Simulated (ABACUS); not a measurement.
Cl: band-structure run

System: Cl (Cmce, 4 atoms in the cell).
Method: Kohn-Sham DFT of a periodic cell, PW91, SG15 ONCV 1.2 PBE, no spin polarisation (ABACUS 3.10.1).

The structure derives from an entry of the Crystallography Open Database. It belongs to a series of runs on one base structure; here: bands on the converged density.

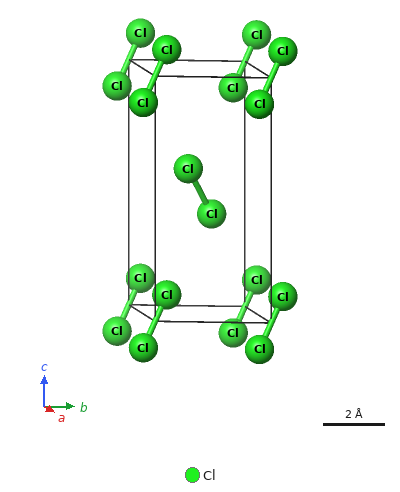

Figure 1. The structure (ball-and-stick view of the cell of the calculation, seen slightly off an axis). An atom can appear more than once, as a periodic image. Near neighbours in the periodic cell (some may lie outside the picture): Cl has 1 Cl at 2.02 Å.

Input
```
INPUT_PARAMETERS
suffix              Cl
calculation         nscf
basis_type          pw
pseudo_dir          ./
symmetry            -1
dft_functional      GGA_X_PW91+GGA_C_PW91
ecutwfc             60.0
pseudo_rcut         7
nspin               1
nbands              24
ks_solver           dav
smearing_method     fd
smearing_sigma      0.00367493
scf_thr             1e-08
scf_nmax            100
mixing_type         broyden
mixing_beta         0.7
init_chg            file
pw_diag_thr         1e-07
out_band            1
kpar                4
```

File STRU
```
ATOMIC_SPECIES
Cl 35.4500 Cl_ONCV_PBE-1.2.upf

LATTICE_CONSTANT
7.3075308520

LATTICE_VECTORS
0.8132964174 -0.5818495832 0.0000000000
0.8132964174 0.5818495832 0.0000000000
0.0000000000 0.0000000000 2.1231044791

ATOMIC_POSITIONS
Cartesian

Cl
0.0
4
0.8132964174 0.1512808916 0.8492417916 1 1 1
0.8132964174 0.4305686916 1.9107940312 1 1 1
0.8132964174 -0.1512808916 1.2738626875 1 1 1
0.8132964174 -0.4305686916 0.2123104479 1 1 1
```

File KPT
```
K_POINTS
14
Line
0.00000000 0.00000000 0.00000000 10 // G
0.37795691 -0.37795691 0.00000000 10 // X
0.00000000 -0.50000000 0.00000000 10 // S
0.00000000 -0.50000000 -0.50000000 10 // R
0.37795691 -0.37795691 -0.50000000 10 // A
0.00000000 0.00000000 -0.50000000 10 // Z
0.00000000 0.00000000 0.00000000 10 // G
-0.50000000 -0.50000000 0.00000000 10 // Y
-0.37795691 -0.62204309 0.00000000 10 // X1
-0.37795691 -0.62204309 -0.50000000 10 // A1
-0.50000000 -0.50000000 -0.50000000 10 // T
-0.50000000 -0.50000000 0.00000000 1 // Y
0.00000000 0.00000000 -0.50000000 10 // Z
-0.50000000 -0.50000000 -0.50000000 1 // T
```

Run on 4 threads of AMD EPYC (Zen 5), 32 GiB of memory available, shared host.

Launched with:
```bash
OMP_NUM_THREADS=1 mpirun -np 4 abacus > log
```

Log
```
ABACUS v3.10.1

               Atomic-orbital Based Ab-initio Computation at UStc

 ------------------------------------------------------------------------------------

 READING GENERAL INFORMATION
                           global_out_dir = OUT.Cl/
                           global_in_card = INPUT
                               pseudo_dir = ./
                              orbital_dir =
                                    DSIZE = 4
                                    GSIZE = 1

 READING UNITCELL INFORMATION
                                    ntype = 1
                  lattice constant (Bohr) = 7.30753
              lattice constant (Angstrom) = 3.86698

 READING ATOM TYPE 1
                               atom label = Cl
                      L=0, number of zeta = 1
                      L=1, number of zeta = 1
                      L=2, number of zeta = 1
             number of atom for this type = 4

                        TOTAL ATOM NUMBER = 4
CARTESIAN COORDINATES ( UNIT =       7.307530852000 Bohr ).
    atom                   x                   y                   z     mag                  vx                  vy                  vz
tauc_Cl1            0.8132964174        0.1512808916        0.8492417916  0.0000        0.0000000000        0.0000000000        0.0000000000
tauc_Cl2            0.8132964174        0.4305686916        1.9107940312  0.0000        0.0000000000        0.0000000000        0.0000000000
tauc_Cl3            0.8132964174       -0.1512808916        1.2738626875  0.0000        0.0000000000        0.0000000000        0.0000000000
tauc_Cl4            0.8132964174       -0.4305686916        0.2123104479  0.0000        0.0000000000        0.0000000000        0.0000000000

                          Volume (Bohr^3) = 784.103
                             Volume (A^3) = 116.192

 Lattice vectors: (Cartesian coordinate: in unit of a_0)
            +0.813296            -0.58185                  +0
            +0.813296            +0.58185                  +0
                   +0                  +0             +2.1231
 Reciprocal vectors: (Cartesian coordinate: in unit of 2 pi/a_0)
            +0.614782           -0.859329                  +0
            +0.614782           +0.859329                  -0
                   -0                  -0           +0.471008
 The esolver type has been set to : ksdft_pw

                PAO radial cut off (Bohr) = 7

 Read in pseudopotential file is Cl_ONCV_PBE-1.2.upf
                     pseudopotential type = NC
          exchange-correlation functional = PBE
                 nonlocal core correction = 0
                        valence electrons = 7
                                     lmax = 1
                           number of zeta = 0
                     number of projectors = 4
                           L of projector = 0
                           L of projector = 0
                           L of projector = 1
                           L of projector = 1
 XC functional updated to : GGA_X_PW91+GGA_C_PW91
          exchange-correlation functional = GGA_X_PW91+GGA_C_PW91
     initial pseudo atomic orbital number = 0

 SETUP THE ELECTRONS NUMBER
            electron number of element Cl = 7
      total electron number of element Cl = 28
            AUTOSET number of electrons:  = 28
                           occupied bands = 14
                                   NBANDS = 24
                                   NLOCAL = 36

 SETUP THE PLANE WAVE BASIS
 energy cutoff for charge/potential (unit:Ry) = 240
            fft grid for charge/potential = [ 40, 40, 80 ]
                        fft grid division = [ 1, 1, 1 ]
        big fft grid for charge/potential = [ 40, 40, 80 ]
                                     nbxx = 128000
                                     nrxx = 128000

 SETUP PLANE WAVES FOR CHARGE/POTENTIAL
                    number of plane waves = 49161
                         number of sticks = 961

 PARALLEL PW FOR CHARGE/POTENTIAL
     PROC   COLUMNS(POT)             PW
        1            961          49161
 --------------- sum -------------------
        1            961          49161
                            number of |g| = 6659
                                  max |g| = 324.55
                                  min |g| = 0

----------- Double Check Mixing Parameters Begin ------------
mixing_type: broyden
mixing_beta: 0.7
mixing_gg0: 1
mixing_gg0_min: 0.1
mixing_ndim: 8
----------- Double Check Mixing Parameters End ------------

 SETUP K-POINTS
                                    nspin = 1
                                   nkstot = 122
K-POINTS DIRECT COORDINATES
 KPOINTS    DIRECT_X    DIRECT_Y    DIRECT_Z  WEIGHT
       1  0.00000000  0.00000000  0.00000000  1.0000
       2  0.03779569 -0.03779569  0.00000000  1.0000
       3  0.07559138 -0.07559138  0.00000000  1.0000
       4  0.11338707 -0.11338707  0.00000000  1.0000
       5  0.15118276 -0.15118276  0.00000000  1.0000
       6  0.18897845 -0.18897845  0.00000000  1.0000
       7  0.22677415 -0.22677415  0.00000000  1.0000
       8  0.26456984 -0.26456984  0.00000000  1.0000
       9  0.30236553 -0.30236553  0.00000000  1.0000
      10  0.34016122 -0.34016122  0.00000000  1.0000
      11  0.37795691 -0.37795691  0.00000000  1.0000
      12  0.34016122 -0.39016122  0.00000000  1.0000
      13  0.30236553 -0.40236553  0.00000000  1.0000
      14  0.26456984 -0.41456984  0.00000000  1.0000
      15  0.22677415 -0.42677415  0.00000000  1.0000
      16  0.18897845 -0.43897845  0.00000000  1.0000
      17  0.15118276 -0.45118276  0.00000000  1.0000
      18  0.11338707 -0.46338707  0.00000000  1.0000
      19  0.07559138 -0.47559138  0.00000000  1.0000
      20  0.03779569 -0.48779569  0.00000000  1.0000
      21  0.00000000 -0.50000000  0.00000000  1.0000
      22  0.00000000 -0.50000000 -0.05000000  1.0000
      23  0.00000000 -0.50000000 -0.10000000  1.0000
      24  0.00000000 -0.50000000 -0.15000000  1.0000
      25  0.00000000 -0.50000000 -0.20000000  1.0000
      26  0.00000000 -0.50000000 -0.25000000  1.0000
      27  0.00000000 -0.50000000 -0.30000000  1.0000
      28  0.00000000 -0.50000000 -0.35000000  1.0000
      29  0.00000000 -0.50000000 -0.40000000  1.0000
      30  0.00000000 -0.50000000 -0.45000000  1.0000
[... 92 further k points ...]

           k-point number in this process = 31
       minimum distributed K point number = 30

[... K-POINTS CARTESIAN COORDINATES: 31 rows ...]

[... K-POINTS DIRECT COORDINATES: 31 rows ...]

 SETUP PLANE WAVES FOR WAVE FUNCTIONS
     energy cutoff for wavefunc (unit:Ry) = 60
              fft grid for wave functions = [ 40, 40, 80 ]
                    number of plane waves = 7633
                         number of sticks = 281

 PARALLEL PW FOR WAVE FUNCTIONS
     PROC   COLUMNS(POT)             PW
        1            281           7633
 --------------- sum -------------------
        1            281           7633

 SETUP NONLOCAL PSEUDOPOTENTIALS IN PLANE WAVE BASIS
 Cl non-local projectors:
 projector 1 L=0
 projector 2 L=0
 projector 3 L=1
 projector 4 L=1
      TOTAL NUMBER OF NONLOCAL PROJECTORS = 32

 Init Non-Local PseudoPotential table :
 Init Non-Local-Pseudopotential done.

                                     npwx = 6168

 -------------------------------------------
 NONSELF-CONSISTENT
 -------------------------------------------
                                 init_chg = file
 try to read charge from file
 Read in the charge density: OUT.Cl//Cl-CHARGE-DENSITY.restart

 PW ALGORITHM --------------- ION=   1  ELEC=   1--------------------------------

 k(1/122) Iter steps (avg)=23 threshold=1e-07

 k(2/122) Iter steps (avg)=23 threshold=1e-07
 k(3/122) Iter steps (avg)=21 threshold=1e-07

 k(4/122) Iter steps (avg)=20 threshold=1e-07

 k(5/122) Iter steps (avg)=23 threshold=1e-07
 k(6/122) Iter steps (avg)=24 threshold=1e-07
 k(7/122) Iter steps (avg)=21 threshold=1e-07
 k(8/122) Iter steps (avg)=20 threshold=1e-07

 k(9/122) Iter steps (avg)=26 threshold=1e-07
 k(10/122) Iter steps (avg)=22 threshold=1e-07

 k(11/122) Iter steps (avg)=22 threshold=1e-07
 k(12/122) Iter steps (avg)=23 threshold=1e-07

 k(13/122) Iter steps (avg)=22 threshold=1e-07

 k(14/122) Iter steps (avg)=24 threshold=1e-07
 k(15/122) Iter steps (avg)=22 threshold=1e-07
 k(16/122) Iter steps (avg)=22 threshold=1e-07
 k(17/122) Iter steps (avg)=25 threshold=1e-07
 k(18/122) Iter steps (avg)=36 threshold=1e-07
 k(19/122) Iter steps (avg)=21 threshold=1e-07
 k(20/122) Iter steps (avg)=20 threshold=1e-07
 k(21/122) Iter steps (avg)=20 threshold=1e-07
 k(22/122) Iter steps (avg)=19 threshold=1e-07
 k(23/122) Iter steps (avg)=19 threshold=1e-07
 k(24/122) Iter steps (avg)=19 threshold=1e-07
 k(25/122) Iter steps (avg)=19 threshold=1e-07
 k(26/122) Iter steps (avg)=18 threshold=1e-07
 k(27/122) Iter steps (avg)=18 threshold=1e-07
 k(28/122) Iter steps (avg)=17 threshold=1e-07
 k(29/122) Iter steps (avg)=17 threshold=1e-07
 k(30/122) Iter steps (avg)=17 threshold=1e-07
 k(31/122) Iter steps (avg)=17 threshold=1e-07
[... levels at 31 k points of this process ...]

 Density error is 0.00000000000
                          Error Threshold = 1.00000000000e-07
----------------------------------------------------------
     Energy           Rydberg                 eV
----------------------------------------------------------
 E_KohnSham     -120.8899484593      -1644.7921299734
 E_KS(sigma->0) -120.8899484593      -1644.7921299734
 E_Harris       -120.8899484593      -1644.7921299734
 E_band         -11.1907105038       -152.2574275195
 E_one_elec     -33.1890442490       -451.5601129612
 E_Hartree      25.9830188540        353.5171076561
 E_xc           -23.0968883374       -314.2492874579
 E_Ewald        -90.5870347269       -1232.4998372104
 E_entropy(-TS) -0.0000000000        -0.0000000000
 E_descf        0.0000000000         0.0000000000
 E_exx          0.0000000000         0.0000000000
 E_Fermi        0.1193838730         1.6243009223
----------------------------------------------------------

 charge density convergence is achieved
 final etot is -1644.7921300 eV
 EFERMI = 1.6243009223 eV

 STATE ENERGY(eV) AND OCCUPATIONS    NSPIN == 1
 1/31 kpoint (Cartesian) = 0.0000 0.0000 0.0000 (6119 pws)
       1       -16.2455      0.0163934
       2       -16.0431      0.0163934
       3       -12.2867      0.0163934
       4       -11.7495      0.0163934
       5       -4.99517      0.0163934
       6       -4.19878      0.0163934
       7       -2.29807      0.0163934
       8       -2.17569      0.0163934
       9       -1.83302      0.0163934
      10       -1.82503      0.0163934
      11      -0.385556      0.0163934
      12     -0.0888521      0.0163934
      13       0.164516      0.0163934
      14       0.253427      0.0163934
      15        2.82620    5.95826e-13
      16        3.39900    6.30656e-18
      17        7.29826    8.53630e-52
      18        8.00689    5.97270e-58
      19        9.31301    2.69988e-69
      20        10.4695    2.43309e-79
      21        10.6683    4.56437e-81
      22        10.9758    9.73051e-84
      23        11.8665        0.00000
      24        12.1655        0.00000

 2/31 kpoint (Cartesian) = 0.0000 -0.064958 0.0000 (6125 pws)
       1       -16.2382      0.0163934
       2       -16.0402      0.0163934
       3       -12.2823      0.0163934
       4       -11.7585      0.0163934
       5       -4.99574      0.0163934
       6       -4.20778      0.0163934
       7       -2.32356      0.0163934
       8       -2.22375      0.0163934
       9       -1.85960      0.0163934
      10       -1.84091      0.0163934
      11      -0.341197      0.0163934
      12     -0.0624027      0.0163934
      13       0.153024      0.0163934
      14       0.252737      0.0163934
      15        2.81822    6.98857e-13
      16        3.39601    6.69578e-18
      17        7.36990    2.03701e-52
      18        8.03941    3.11713e-58
      19        9.41667    3.39656e-70
      20        10.4751    2.17673e-79
      21        10.6367    8.58579e-81
      22        10.9232    2.78986e-83
      23        11.6464        0.00000
      24        12.3049        0.00000

 3/31 kpoint (Cartesian) = 0.0000 -0.12992 0.0000 (6121 pws)
       1       -16.2170      0.0163934
       2       -16.0321      0.0163934
       3       -12.2690      0.0163934
       4       -11.7844      0.0163934
       5       -4.99592      0.0163934
       6       -4.23582      0.0163934
       7       -2.38848      0.0163934
       8       -2.34222      0.0163934
       9       -1.93744      0.0163934
      10       -1.88806      0.0163934
      11      -0.233271      0.0163934
      12    -0.00375199      0.0163934
      13       0.119596      0.0163934
      14       0.251311      0.0163934
      15        2.80953    8.31573e-13
      16        3.38834    7.80609e-18
      17        7.57178    3.59345e-54
      18        8.15616    3.01731e-59
      19        9.69961    1.18420e-72
      20        10.4457    3.91550e-79
      21        10.4905    1.59858e-79
      22        10.9371    2.11403e-83
      23        11.3751    3.31600e-87
      24        12.4529        0.00000

 4/31 kpoint (Cartesian) = 0.0000 -0.19487 0.0000 (6147 pws)
       1       -16.1838      0.0163934
       2       -16.0202      0.0163934
       3       -12.2470      0.0163934
       4       -11.8238      0.0163934
       5       -4.99139      0.0163934
       6       -4.28515      0.0163934
       7       -2.48087      0.0163934
       8       -2.46934      0.0163934
       9       -2.06087      0.0163934
      10       -1.96480      0.0163934
      11      -0.109571      0.0163934
      12      0.0436410      0.0163934
      13      0.0668958      0.0163934
      14       0.250710      0.0163934
      15        2.83106    5.40654e-13
      16        3.37815    9.56972e-18
      17        7.87292    8.70633e-57
      18        8.38845    2.89720e-61
      19        10.1026    3.74052e-76
      20        10.1598    1.19282e-76
      21        10.5121    1.03787e-79
      22        11.0679    1.54416e-84
      23        11.1688    2.05277e-85
      24        12.6766        0.00000

 5/31 kpoint (Cartesian) = 0.0000 -0.25983 0.0000 (6149 pws)
       1       -16.1416      0.0163934
       2       -16.0068      0.0163934
       3       -12.2162      0.0163934
       4       -11.8719      0.0163934
       5       -4.97566      0.0163934
       6       -4.35626      0.0163934
       7       -2.59968      0.0163934
       8       -2.54779      0.0163934
       9       -2.22090      0.0163934
      10       -2.06766      0.0163934
      11    -0.00466801      0.0163934
      12    -0.00167481      0.0163934
      13      0.0489131      0.0163934
      14       0.252534      0.0163934
      15        2.89873    1.39670e-13
      16        3.36458    1.25535e-17
      17        8.24014    5.62556e-60
      18        8.74996    2.09880e-64
      19        9.89489    2.38365e-74
      20        10.5319    6.97919e-80
      21        10.5611    3.89681e-80
      22        11.0459    2.39805e-84
      23        11.2635    3.08602e-86
      24        12.9343        0.00000

 6/31 kpoint (Cartesian) = 0.0000 -0.32479 0.0000 (6139 pws)
       1       -16.0943      0.0163934
       2       -15.9944      0.0163934
       3       -12.1765      0.0163934
       4       -11.9233      0.0163934
       5       -4.94187      0.0163934
       6       -4.44449      0.0163934
       7       -2.67890      0.0163934
       8       -2.61624      0.0163934
       9       -2.40614      0.0163934
      10       -2.19119      0.0163934
      11     -0.0825587      0.0163934
      12      0.0116699      0.0163934
      13      0.0688281      0.0163934
      14       0.257576      0.0163934
      15        2.99690    1.96074e-14
      16        3.34091    2.01538e-17
      17        8.64651    1.66168e-63
      18        9.23044    1.40778e-68
      19        9.69407    1.32290e-72
      20        10.5307    7.15882e-80
      21        10.9987    6.16628e-84
      22        11.0102    4.89761e-84
      23        11.5025    2.59374e-88
      24        12.9674        0.00000

[... levels at 25 further k points ...]

 --------------------------------------------
 !FINAL_ETOT_IS -1644.792129973399 eV
 --------------------------------------------

 Output bands in file: OUT.Cl/BANDS_1.dat
```

Standard output
```
ABACUS
v3.10.1

               Atomic-orbital Based Ab-initio Computation at UStc

 dft_functional readin is: GGA_X_PW91+GGA_C_PW91
 dft_functional in pseudopot file is: PBE
 Please make sure this is what you need
 UNIFORM GRID DIM        : 40 * 40 * 80
 UNIFORM GRID DIM(BIG)   : 40 * 40 * 80
func,idGGA_X_PW91 109
func,idGGA_C_PW91 134
 ---------------------------------------------------------
 ---------------------------------------------------------
 SPIN    KPOINTS         PROCESSORS  THREADS
 1       122             4           4
 ---------------------------------------------------------
 Use plane wave basis
 ---------------------------------------------------------
 ELEMENT NATOM       XC
 Cl      4
 ---------------------------------------------------------
 Initial plane wave basis and FFT box
 ---------------------------------------------------------
 -------------------------------------------
 NONSELF-CONSISTENT :
 -------------------------------------------
 START CHARGE      : file
 ITER       ETOT/eV          EDIFF/eV         DRHO     TIME/s
 DA1     -1.64479213e+03   0.00000000e+00   0.0000e+00  27.91
```

Results in brief

| quantity | value |
| --- | --- |
| outcome | converged |
| space group (tolerance 0.01 Å) | Cmce (64) |
| electrons treated | 28 |
| gap on the band path | 2.50 eV |
| wall time | 28 s (CPU time 1.9 min) |
| peak memory | 0.76 GiB |
